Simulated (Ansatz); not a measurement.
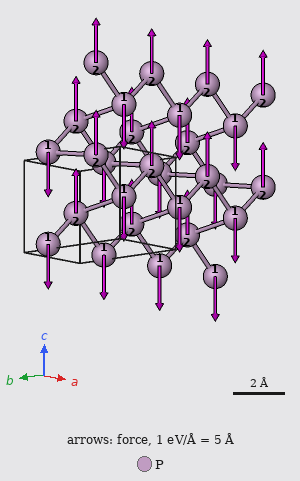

Starting geometry of crystalline P (set up in Imma) with the computed forces as purple arrows. A ball-and-stick model of the conventional cell (2 times the calculation's cell), repeated 3 × 1 × 2 with one cell outlined, seen from a free direction. Lengths and directions refer to the drawn axes.

Computed with DFT PBE+D3(BJ), scalar-relativistic, plane waves, PAW in Ansatz.

Input
```yaml
crystal:
  lattice:
    - [-1.6915100431, 2.5151650373, 1.8589441358]
    - [1.6915100431, -2.5151650373, 1.8589441358]
    - [1.6915100431, 2.5151650373, -1.8589441358]
  atoms:
    - { symbol: P, position: [0.80330911, 0.05330911, 0.75] }
    - { symbol: P, position: [0.19669089, 0.94669089, 0.25] }
basis:
  ecutwfc: 420
kpoints:
  mp_grid: { grid: [16, 16, 16] }
hamiltonian:
  xc: pbe
  dispersion: d3bj
scf:
  occupations: { method: gaussian, width: 0.1 }
output:
  forces: true
  stress: true
  eigenvalues: true
  write_density: true
  write_potential: true
  elf: true
  volumetric_format: npy
relax:
  adjacent_minimum: "off"
  f_tol: 0.005
  max_steps: 80
  cell: { stress_tol: 0.05 }
```

Launched with:
```bash
ansatz run input.yaml --threads 1 --pin off --max-ram 2560MiB --backend cpu --events-out ev --progress --plain --runs-dir out
```

**Is this structure relaxed? If not, where do the atoms go?**

It isn't relaxed: the largest force vector, on P atoms, is 0.37 eV/Å. The atoms end up moving mostly along the starting forces (cosine between the two patterns 1.00). The energy falls by 39.5 meV per cell of the calculation in 11 accepted moves (12 points after the start). The largest force component goes from 0.37 to 0.00013 eV/Å. The pressure goes from −1.84 to −0.01 GPa. At 1 point the geometry stayed and the basis and grid were re-selected for the new cell (energy shift of 0.2 meV per cell of the calculation at most each time). The largest moves relative to the cell, 0.092 Å, are those of P1 and P2. P1 goes along −c. Cell: a 3.383 → 3.406 Å (+0.7 %), b 5.030 → 4.859 Å (−3.4 %), c 3.718 → 3.458 Å (−7.0 %). Volume −9.5 %. Near-neighbour distances that change, for instance: P1–P2 2.546 → 2.437 Å, P1–P2 (another image) 2.236 → 2.299 Å. Bond angles that change, for instance: P2–P1–P2 162.1° → 171.3°, P2–P1–P2 95.8° → 92.9°, P2–P1–P2 98.3° → 95.6°. The space group stays Imma (No. 74).
